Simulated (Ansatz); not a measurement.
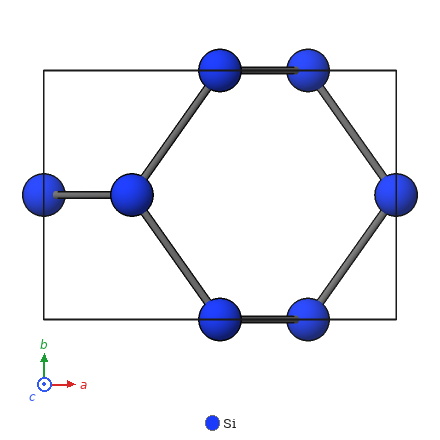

The system is Si (Fd-3m, No. 227; 12 atoms in the cell); the picture shows the reference structure. Gamma surface: rigid slide across a plane, one fault a cell; the plane is (0 1 1) of the conventional cell. Places are given modulo a cell vector. The map is drawn in real space over the plane of the slide. Nothing is relaxed (rigid halves, spacing across the cut fixed). The grid has 8 × 8 points; 25 points were computed and 39 follow by symmetry. All energies are given in mJ/m² relative to the lowest grid point. The band gap closes in part of the range. All numbers below come from DFT PBEsol, scalar-relativistic, plane waves, PAW in Ansatz. Settings: cutoff 420 eV, k-mesh 6×9×3 in the order of the run's cell vectors, gaussian smearing 0.05 eV, no spin polarisation.

Its coordinates:

```xyz
12
Lattice="5.4329 0.0000 0.0000 0.0000 2.7164 -2.7164 0.0000 8.1493 8.1493" Properties=species:S:1:pos:R:3 pbc="T T T"
Si    2.7164    2.0372    2.0372
Si    0.0000    4.7536    2.0372
Si    2.7164    4.7536    4.7536
Si    0.0000    7.4700    4.7536
Si    2.7164    7.4700    7.4700
Si    0.0000    2.0372   -0.6792
Si    4.0746    3.3954    3.3954
Si    1.3582    6.1118    3.3954
Si    4.0746    6.1118    6.1118
Si    1.3582    8.8283    6.1118
Si    4.0746    0.6790    0.6790
Si    1.3582    3.3954    0.6790
```

Range: slide along a1 from 0.000 to 0.875; slide along a2 from 0.000 to 0.875.

Question: What landscape does the calculation give?

Answer: The lowest grid point is at (0/8, 0/8) of the cell vectors. A higher local minimum lies near (4/8, 2/8) of the cell vectors (1768 mJ/m² above the lowest at that grid point). These are metastable stacking faults of the rigid slide. The highest grid point, (4/8, 4/8) of the cell vectors, lies 3387 mJ/m² above the lowest. On the interpolated surface the easiest way out of the lowest well to its copy in the next cell or period passes a barrier of about 1900 mJ/m².

```
slide along a2 ↓, slide along a1 →   0/8   1/8   2/8   3/8   4/8   5/8   6/8   7/8
                               7/8   177  1154  2686  2657  2228  2657  2686  1154
                               6/8   738  1360  2191  1943  1768  1943  2191  1360
                               5/8  1512  1821  2021  2097  2581  2097  2021  1821
                               4/8  1928  2125  2016  2454  3387  2454  2016  2125
                               3/8  1512  1821  2021  2097  2581  2097  2021  1821
                               2/8   738  1360  2191  1943  1768  1943  2191  1360
                               1/8   177  1154  2686  2657  2228  2657  2686  1154
                               0/8     0  1135  2984  3182  2931  3182  2984  1135
```

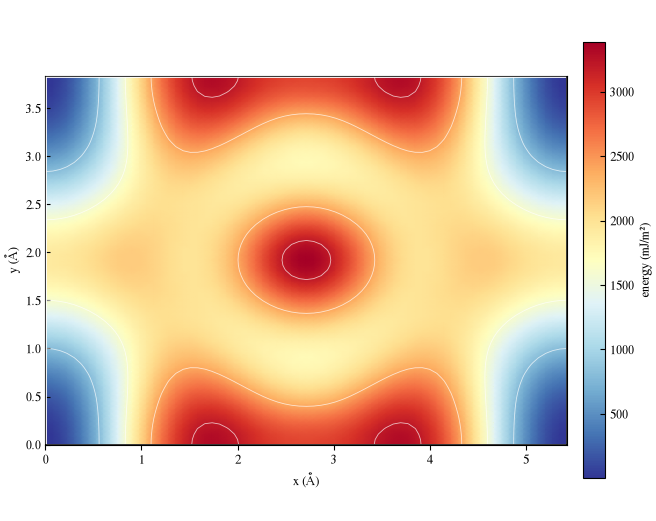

Drawn: a smooth colour map with a few white contour lines, the outline of one cell of the plane. Between grid points the surface is interpolated.

Each point was launched as `ansatz run input.yaml --threads 2 --pin off --max-ram 4096MiB --backend cpu --events-out ev --progress --plain --runs-dir out`. Time for the 25 points that were run: 18 min on 2 threads of Arm Neoverse N1, on a shared host.

PAW datasets: the set soft_1.
